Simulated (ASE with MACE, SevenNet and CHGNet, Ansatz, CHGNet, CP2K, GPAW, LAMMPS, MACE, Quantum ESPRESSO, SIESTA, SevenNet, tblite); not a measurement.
**Machine-learned potentials runs on glassy 72SiO2-17Al2O3-6BaO-6ZnO (mol %) (116 atoms)**

Wanted: machine-learned potentials inputs and outputs for glassy 72SiO2-17Al2O3-6BaO-6ZnO (mol %) (116 atoms), checked against a plane-wave reference.

Main program and level: ASE with MACE, SevenNet and CHGNet; the method is named at each step.

## (1) The starting structure

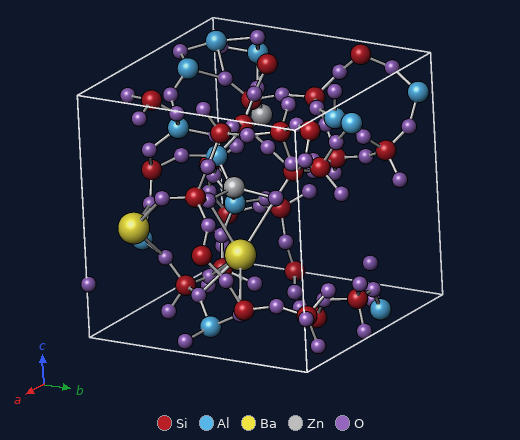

The cell as given, slightly off an axis (silicon red, aluminium blue, barium yellow, zinc light grey, oxygen purple). Bonds to atoms that aren't drawn are left out. Some periodic images of atoms are drawn too.

The cell holds 116 atoms: 26 Si, 12 Al, 2 Ba, 2 Zn and 74 O. Cell: a = 12.202 Å, b = 12.202 Å, c = 12.202 Å, α = 90.0°, β = 90.0°, γ = 90.0°. 116 atoms (26 Si, 12 Al, 2 Ba, 2 Zn, 74 O) placed at random at 2.42 g/cm³, melted at 4000 K for 10 ps at fixed volume with the Morse and Coulomb pair potential with partial charges (Pedone, Malavasi, Menziani, Cormack and Segre, J. Phys. Chem. B 110, 11780 (2006)). Quenched from 4000 K to 300 K at 50 K/ps and fixed volume, held 5 ps.

The yardstick, on the same geometry:

```
method                                           : Kohn-Sham DFT, PBE, SSSP efficiency 1.3.0 pseudopotentials, plane waves (Quantum ESPRESSO 7.5); sssp-pbe-1.3.0-efficiency, cutoffs 60/480 Ry, Γ point
r.m.s. force component                           : 1.288 eV/Å
longest force                                    : 5.183 eV/Å
pressure                                         : 2.134 GPa
gap (highest filled to lowest empty level) : 2.497 eV
time                                             : 9.9 min on 4 MPI ranks of Arm Neoverse V1, shared host
CPU time                                         : 40 min
```

## (2) MACE MP-0b2 small potential

Method: machine-learned interatomic potential MACE MP-0b2 small, trained on PBE(+U) plane-wave data.

Input file run.py:

```python
import numpy as np
from ase.io import read
import mlip  # loads the published weights by name

atoms = read("structure.xyz")
atoms.calc = mlip.calc("mace-mp-0b2-small")
energy = atoms.get_potential_energy()
forces = atoms.get_forces()
print(f"energy {energy:.6f} eV")
print("forces (eV/A)")
for i, (a, f) in enumerate(zip(atoms, forces)):
    print(f"{i:4d} {a.symbol:2s} {f[0]:10.5f} {f[1]:10.5f} {f[2]:10.5f}")
stress = -atoms.get_stress(voigt=False) * 160.21766
print("stress (GPa, compression positive)")
for row in stress:
    print(" ".join(f"{x:10.4f}" for x in row))
```

Input file structure.xyz:

```xyz
116
Lattice="12.20210 0.00000 0.00000 0.00000 12.20210 0.00000 0.00000 0.00000 12.20210" Properties=species:S:1:pos:R:3 pbc="T T T"
Si 1.98589 7.85120 6.90968
Si 9.02931 5.94181 10.14531
Si 9.84160 11.53172 11.33099
Si 2.70594 3.68113 9.47249
Si 5.22238 7.48416 7.22791
Si 5.77843 8.74402 0.19780
Si 6.96899 0.60986 6.86161
Si 6.84111 10.05648 8.30048
Si 8.63518 3.28859 1.95758
Si 1.16310 1.03266 2.83479
Si 2.41138 0.93846 5.68142
Si 5.97708 5.26667 9.48921
Si 1.23168 4.08917 3.59401
Si 2.30778 10.89464 7.82191
Si 1.07452 8.94023 11.98124
Si 8.38748 8.91595 10.43182
Si 9.14901 2.21468 11.29866
Si 12.01834 6.45625 4.99713
Si 5.38601 3.31531 1.75588
Si 6.08177 11.30891 1.61751
Si 11.28011 8.22190 2.26910
Si 10.69538 11.38456 2.23933
Si 4.44388 5.81955 12.13426
Si 2.11536 6.90761 9.87150
Si 10.08821 5.01946 7.11602
Si 1.42655 4.83545 0.57862
Al 2.21029 1.54906 11.95379
Al 7.04232 2.28509 9.23919
Al 4.65449 2.84358 7.13945
Al 0.14691 2.54633 10.84083
Al 0.34776 11.62201 10.24012
Al 3.58656 10.96371 0.23343
Al 4.12358 3.38779 4.66169
Al 6.92835 12.02480 10.84108
Al 10.35714 5.68276 0.77081
Al 8.09707 0.60364 3.72420
Al 4.71892 1.49439 11.36857
Al 4.23193 9.34534 9.84941
Ba 10.66049 1.81299 5.28082
Ba 8.06046 6.09629 3.70480
Zn 6.68577 5.03556 6.51739
Zn 0.16082 2.59258 7.74296
O 5.04069 2.23372 0.66050
O 12.06251 0.00439 2.63883
O 1.18446 11.53843 8.76367
O 8.99209 2.47483 0.64940
O 10.85377 6.16499 6.09861
O 3.48260 0.30945 11.66570
O 10.83132 9.78291 2.54475
O 1.18031 7.77201 10.97030
O 9.51861 4.55968 1.93257
O 9.80878 5.62773 8.65690
O 10.82766 11.80077 10.18094
O 10.64340 2.41589 10.88159
O 3.53666 10.46550 8.84664
O 6.40439 11.80858 0.15692
[... 56 atom lines left out ...]
O 7.88085 1.11930 8.22885
O 7.63339 0.86098 5.39211
O 9.19611 7.56018 10.31993
O 2.09193 1.25669 1.56333
```

The run is started by

```bash
OMP_NUM_THREADS=1 python run.py > output.txt
```

What it wrote:

```text
energy -864.701688 eV
forces (eV/A)
   0 Si    1.73650   -0.32089    2.64368
   1 Si    1.03806    1.29289   -3.49492
   2 Si   -0.21295    0.79624    1.43460
   3 Si   -3.29254   -0.28616    1.40244
   4 Si   -1.85172    1.15229    2.30891
   5 Si   -0.84894   -0.91103   -4.32154
   6 Si    1.25944   -0.56070    2.57158
   7 Si   -1.38595    1.87281   -0.24832
   8 Si   -1.58984   -3.47148    0.31014
   9 Si    0.10984    0.47529   -0.24662
  10 Si   -1.71019    0.41673    0.89692
  11 Si    2.01450    0.94264   -0.25094
  12 Si    3.04783   -0.56637   -1.68808
  13 Si    0.49076   -1.82464    1.45254
  14 Si   -2.04006    3.38124    1.67712
  15 Si   -3.03351   -1.16899   -1.15714
  16 Si    1.11421   -1.57034    1.14507
  17 Si    0.29242    1.38268   -0.67815
  18 Si    1.25522    2.38800   -0.45631
  19 Si   -0.14395   -2.72202   -0.71238
  20 Si    1.27047    0.83294   -1.13971
  21 Si    0.41698   -0.26909   -0.28568
  22 Si   -1.74411    0.06488    3.04476
  23 Si   -0.27541    0.52233   -0.62083
[...]
108 O    -0.63403    0.53337   -0.80757
 109 O    -0.14307   -0.35733    0.24214
 110 O     0.41883    1.31991   -1.10304
 111 O    -0.04340    0.22557    0.06713
 112 O     0.38258    0.02817   -1.57159
 113 O     0.42298   -0.10968    0.31210
 114 O     0.85546    0.71697    0.18901
 115 O    -0.10592   -0.44026   -1.11240
stress (GPa, compression positive)
    3.0090    -1.7922     0.5715
   -1.7922     0.2325     0.1035
    0.5715     0.1035     2.7343
```

Wall time 9.2 s (1 thread of Arm Neoverse V1, shared host); peak memory 0.68 GiB.

Banners, paths, timers and routine set-up lines are dropped from the logs unmarked, and long logs keep their key lines alone; longer cuts are marked.

Numbers from this run, and their distance from the reference:

```yaml
r_m_s_force_component: 1.244 eV/Å
r_m_s_difference_of_force_components: 116.4 meV/Å
longest_difference_of_force_vectors: 593.2 meV/Å
force_difference_over_r_m_s_force: 9.038 %
slope_of_forces_against_the_reference_s: 0.9625
correlation_of_force_components: 0.9964
pressure: 1.992 GPa
pressure_difference: -0.1418 GPa
```

Length of the force difference by element (eV/Å):

```tsv
element	atoms	mean	most
Al	12	0.26	0.59
Ba	2	0.18	0.21
O	74	0.14	0.42
Si	26	0.21	0.46
Zn	2	0.28	0.40
```

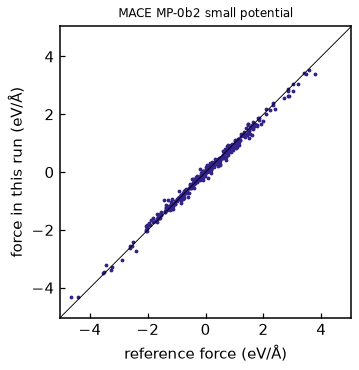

Force components against those of the reference; the line marks equality.

The surroundings of O50, picked at random, nearest first, numbered as they follow in the input and with coordinates relative to it.

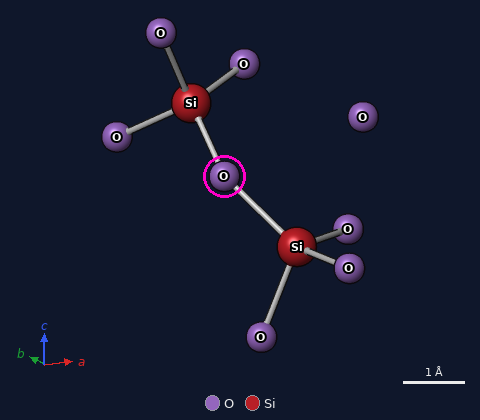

The atoms of the table, within 3.0 Å (arrows a, b, c point along x, y, z); some may hide others; the central atom is ringed.

```tsv
atom	x	y	z	distance (Å)	bonds	Fx	Fy	Fz (eV/Å)
O50	0.00	0.00	0.00	0.00	2	0.57	-4.32	-2.55
Si15	-0.11	1.17	1.01	1.55	4	-2.04	3.38	1.68
Si24	0.94	-0.86	-1.10	1.68	4	-0.28	0.52	-0.62
O61	2.24	0.06	-1.09	2.49	2	1.65	-0.36	0.39
O64	-0.93	2.39	0.27	2.57	2	-0.02	-0.33	0.01
O82	-0.87	0.63	2.37	2.61	2	-0.20	-0.39	0.93
O91	1.20	2.00	1.40	2.72	2	0.82	-0.01	0.77
O78	0.38	-0.67	-2.62	2.73	2	-0.84	0.18	-1.48
O97	1.59	-2.14	1.30	2.96	2	0.69	0.91	-0.47
O57	1.17	-2.55	-1.14	3.03	2	-0.27	0.95	0.29
```

Atoms are counted from 1 here, from 0 in the log.

Forces lie 9.0 % from the reference's, at 0.0037 times its CPU time (on 1 against 4 cores).

## (3) SevenNet 0 potential

Method: machine-learned interatomic potential SevenNet 0, trained on PBE(+U) plane-wave data.

Edit run.py of step 2 so:

```diff
@@ -5,3 +5,3 @@
 atoms = read("structure.xyz")
-atoms.calc = mlip.calc("mace-mp-0b2-small")
+atoms.calc = mlip.calc("7net-0")
 energy = atoms.get_potential_energy()
```

structure.xyz is that of step 2.

What it wrote:

```text
energy -864.977051 eV
forces (eV/A)
   0 Si    1.69483   -0.31669    2.91522
   1 Si    1.05126    1.41143   -3.39472
   2 Si   -0.25489    0.61611    1.44501
   3 Si   -3.01806   -0.19058    1.39934
   4 Si   -2.05622    1.22392    2.35281
   5 Si   -0.68916   -0.89062   -4.24554
   6 Si    1.28451   -0.59290    2.56058
   7 Si   -1.26986    1.90580   -0.25019
   8 Si   -1.78485   -3.42524    0.25311
   9 Si    0.18607    0.58288   -0.40162
  10 Si   -1.53071    0.45173    0.82248
  11 Si    1.94727    0.83507   -0.13434
  12 Si    3.25869   -0.54221   -1.84771
  13 Si    0.48102   -1.78470    1.40889
  14 Si   -1.99148    3.41445    1.61125
  15 Si   -3.08514   -1.21153   -1.07356
  16 Si    1.11072   -1.55413    1.15195
  17 Si    0.51297    1.34540   -0.66651
  18 Si    1.22087    2.35400   -0.60694
  19 Si   -0.14352   -2.46996   -0.52112
  20 Si    1.45231    0.83610   -1.35680
  21 Si    0.29096   -0.13980   -0.31685
  22 Si   -1.80907    0.14454    3.12888
  23 Si   -0.19022    0.62732   -0.65813
[...]
108 O    -0.64166    0.56475   -0.82540
 109 O    -0.05574   -0.36346    0.27253
 110 O     0.77300    1.51263   -1.06522
 111 O    -0.10826    0.27274    0.11880
 112 O     0.40765    0.01357   -1.59026
 113 O     0.41758   -0.12768    0.40743
 114 O     0.88741    0.63135    0.11037
 115 O    -0.13234   -0.44461   -1.08464
stress (GPa, compression positive)
    2.8696    -1.8606     0.5602
   -1.8606    -0.0223     0.0574
    0.5602     0.0574     2.4886
```

Elapsed: 11 s, on 1 thread; peak memory 1 GiB.

Against the reference:

```yaml
r_m_s_force_component: 1.25 eV/Å
r_m_s_difference_of_force_components: 102.8 meV/Å
longest_difference_of_force_vectors: 571 meV/Å
force_difference_over_r_m_s_force: 7.979 %
slope_of_forces_against_the_reference_s: 0.9678
correlation_of_force_components: 0.9972
pressure: 1.779 GPa
pressure_difference: -0.3551 GPa
```

Against the first run (9.0 %), the force difference from the reference is 8.0 %, at 1.2 times the CPU time.

## (4) CHGNet 0.3.0 potential

Method: machine-learned interatomic potential CHGNet 0.3.0, trained on PBE(+U) plane-wave data.

Edit run.py of step 3 so:

```diff
@@ -5,3 +5,3 @@
 atoms = read("structure.xyz")
-atoms.calc = mlip.calc("7net-0")
+atoms.calc = mlip.calc("chgnet-0.3.0")
 energy = atoms.get_potential_energy()
```

structure.xyz is that of step 3.

What it wrote:

```text
CHGNet v0.3.0 initialized with 412,525 parameters
CHGNet will run on cpu
energy -916.461792 eV
forces (eV/A)
   0 Si    1.90282   -0.37606    2.93463
   1 Si    1.07638    1.35896   -3.75211
   2 Si   -0.26465    0.82889    1.51647
   3 Si   -3.03809   -0.20226    1.28847
   4 Si   -2.27785    1.34942    2.80617
   5 Si   -0.69725   -0.99479   -4.31495
   6 Si    1.15511   -0.55937    2.71161
   7 Si   -1.50762    1.55977   -0.28253
   8 Si   -1.66700   -3.27410    0.35053
   9 Si    0.14953    0.59836   -0.24043
  10 Si   -1.48748    0.47286    0.85748
  11 Si    1.87940    0.86994   -0.42183
  12 Si    3.15137   -0.56450   -1.90689
  13 Si    0.57107   -1.80792    1.38785
  14 Si   -2.06288    3.32129    1.66588
  15 Si   -3.21300   -1.32001   -1.25338
  16 Si    1.09996   -1.47902    1.16992
  17 Si    0.29974    1.32126   -0.67230
  18 Si    1.28506    2.48870   -0.51322
  19 Si   -0.13863   -2.58926   -0.77446
  20 Si    1.35469    0.87360   -1.26024
  21 Si    0.53787   -0.29209   -0.31711
  22 Si   -1.91515   -0.05713    2.96097
  23 Si   -0.16038    0.49054   -0.78568
[...]
108 O    -0.67439    0.59965   -0.85061
 109 O    -0.13004   -0.38222    0.09799
 110 O     0.57454    1.26047   -1.04499
 111 O    -0.14303    0.27902    0.04674
 112 O     0.52921   -0.09403   -1.40972
 113 O     0.28544   -0.07656    0.21206
 114 O     0.86846    0.69471    0.23182
 115 O    -0.12042   -0.56479   -1.02562
stress (GPa, compression positive)
    2.8133    -1.7875     0.4221
   -1.7875     0.2351     0.1525
    0.4221     0.1525     2.3869
```

The job ended after 4.8 s (1 thread; peak memory 1.4 GiB).

Compared with the plane-wave run:

* r.m.s. force component: 1.266 eV/Å
* r.m.s. difference of force components: 149 meV/Å
* longest difference of force vectors: 585.2 meV/Å
* force difference over r.m.s. force: 11.57 %
* slope of forces against the reference's: 0.9766
* correlation of force components: 0.9933
* pressure: 1.812 GPa
* pressure difference: -0.3219 GPa

Against the first run (9.0 %), the force difference from the reference is 12 %, at 0.54 times the CPU time.

## (5) Side by side

Differences are against the plane-wave reference, forces as r.m.s. over components; share is that over the reference's r.m.s. force, slope the least-squares factor from reference forces to these. Total energies of different programs have different zeros and aren't compared.

```tsv
run	Δ force, r.m.s. (meV/Å)	share (%)	slope	Δ pressure (GPa)	cores	CPU time	memory (GiB)
reference	-	-	-	-	4	40 min	6.5
MACE MP-0b2 small potential	116	9.04	0.963	-0.142	1	8.7 s	0.68
SevenNet 0 potential	103	7.98	0.968	-0.355	1	10 s	1.0
CHGNet 0.3.0 potential	149	11.6	0.977	-0.322	1	4.7 s	1.4
```

Times of the machine-learned potentials are mostly Python's start and the loading of weights.

CPU time is summed over cores on a shared host, where runs went side by side, so it is rough. Symmetry, cutoffs, thresholds, outputs and thread counts weren't matched or tuned between programs; memory under MPI is the largest rank's times the ranks.

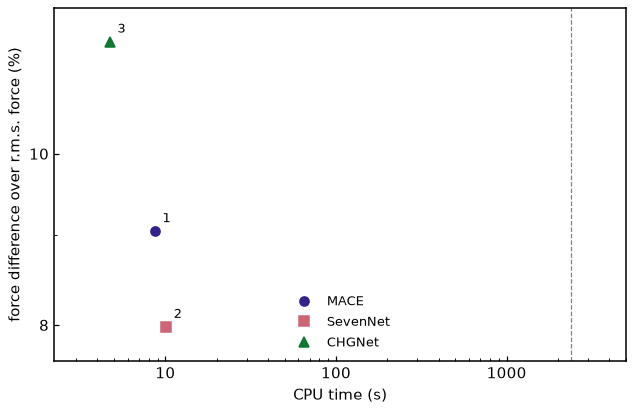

Force difference against CPU time; the dashed line marks the reference's time. Points: 1 MACE MP-0b2 small potential; 2 SevenNet 0 potential; 3 CHGNet 0.3.0 potential.

## (6) What came out

```
nearest in forces : SevenNet 0 potential, 8.0 %
its CPU time      : 10 s
```

In words: Machine-learned potentials differ by 8.0 % (SevenNet 0 potential) to 12 % (CHGNet 0.3.0 potential); they were trained on other programs' data. The reference's pressure holds the uncorrected Pulay stress of its 60 Ry basis, so small pressure differences, and their order, may be the reference's own error. Machine-learned potentials mimic data converged in k, so the reference's own k-point error enters their differences. The quench rate of 50 K/ps is many orders above laboratory rates, so the cell is likely richer in defects and strain than a real sample. The network of bonds at the start is that of the classical potential that made the cell, and needn't be the one that DFT or experiment would give. The reference's stress is far from hydrostatic: its diagonal is 3.3, 0.2, 2.9 GPa, compression counted positive. The electronic-structure runs sample only Γ, in a cell whose shortest periodic width is 12 Å. Spin–orbit coupling is left out, which matters for the levels of the heavy elements.

[Also dropped from logs without a mark: logging warnings of Python, and SIESTA's first energy breakdown and zero terms.]

[Logs are printed without paths, hosts, clocks, repeated set-up lines and the standing remarks that a program may print on its own settings, such as how far it seeks lower states.]

[Hosts, paths, dates, database ids (printed as entryN), source tags and the programs' standing remarks are cut or masked in the printed files.]
